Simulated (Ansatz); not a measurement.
A periodic structure is given below.

```
CELL_PARAMETERS angstrom
3.82400 0.00000 0.00000
0.00000 3.82400 0.00000
0.00000 0.00000 23.56383
ATOMIC_POSITIONS crystal
Ti 0.50000 0.50000 0.31828
Al 0.00000 0.00000 0.31828
Al 0.00000 0.50000 0.40914
Al 0.50000 0.00000 0.40914
Ti 0.00000 0.00000 0.50000
Al 0.50000 0.50000 0.50000
Al 0.50000 0.00000 0.59086
Al 0.00000 0.50000 0.59086
Ti 0.50000 0.50000 0.68172
Al 0.00000 0.00000 0.68172
```

Summarise the structure in words.

Answer. The compound is Ti$_{3}$Al$_{7}$. In the cell are 3 Ti, 7 Al, which makes 1 formula unit. Ti takes two kinds of site: 2h with eight Al at 2.70 to 2.87 Å; 1b with twelve Al in a distorted cuboctahedral arrangement at 2.70 to 2.87 Å. Al takes three kinds of site: 2g with four Ti and four Al (2.70 Å to Ti, 2.87 Å to Al); 4i with eight Al and four Ti in a distorted cuboctahedral arrangement (2.70 to 2.87 Å to Al, 2.87 Å to Ti); 1d with eight Al and four Ti in a distorted cuboctahedral arrangement (2.87 Å to Al, 2.70 Å to Ti). The bonds build Ti3Al7 layers parallel to (001).

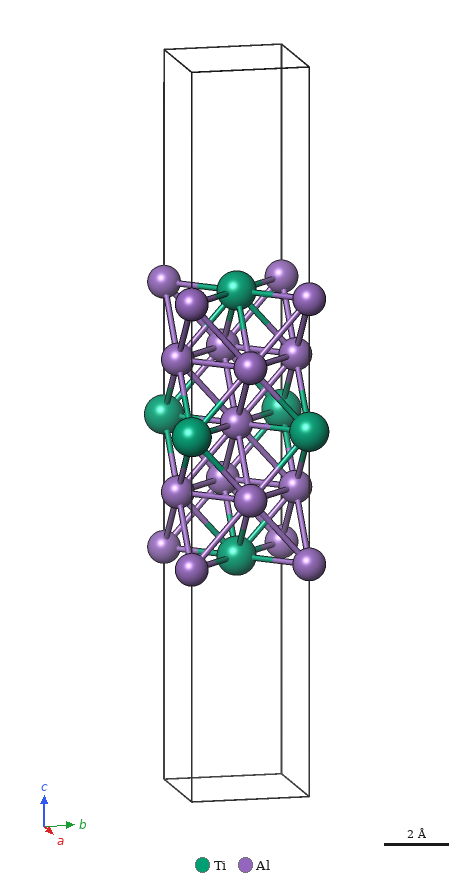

The crystal in a ball-and-stick representation, seen slightly off an axis. The wireframe shows the simulation cell.

The structure comes from a structure listed in the Materials Project, from which a slab was cut. Earlier steps of the study may have refined or changed the cell and positions. It went into a calculation with Ansatz.
